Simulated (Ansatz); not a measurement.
Consider Sn.

```
CELL_PARAMETERS angstrom
5.92863 0.00000 0.00000
0.00000 5.92863 0.00000
0.00000 0.00000 3.23269
ATOMIC_POSITIONS crystal
Sn 0.00000 0.50000 0.25000
Sn 0.50000 0.00000 0.75000
Sn 0.00000 0.00000 0.00000
Sn 0.50000 0.50000 0.50000
```

Space group I4₁/amd; a structure from a database of computed crystals, not necessarily the ambient phase.

Computed with DFT PBE, spin-orbit coupling, plane waves, PAW (Ansatz).

Predict the valence pseudo-density and electron localisation function between the atoms.

Answer. Sn–Sn (3.23 Å): the density is about 0.18 e/Å³ at the midpoint; the ELF is about 0.40 at the midpoint.

Does the calculation make it a metal, or give it a gap?

Answer. It is metallic or semimetallic at this level of theory: no gap opens.

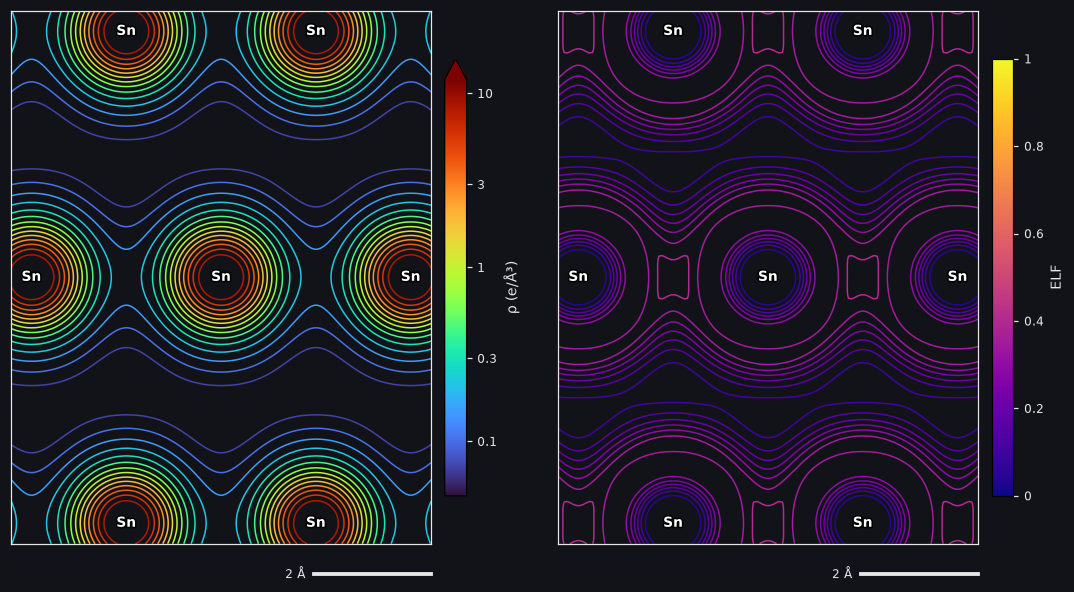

Computed valence pseudo-density and electron localisation function on the (110) plane of the conventional cell, in this order. 

Core electrons are frozen (PAW), and the valence fields are smoothed inside the atomic spheres.
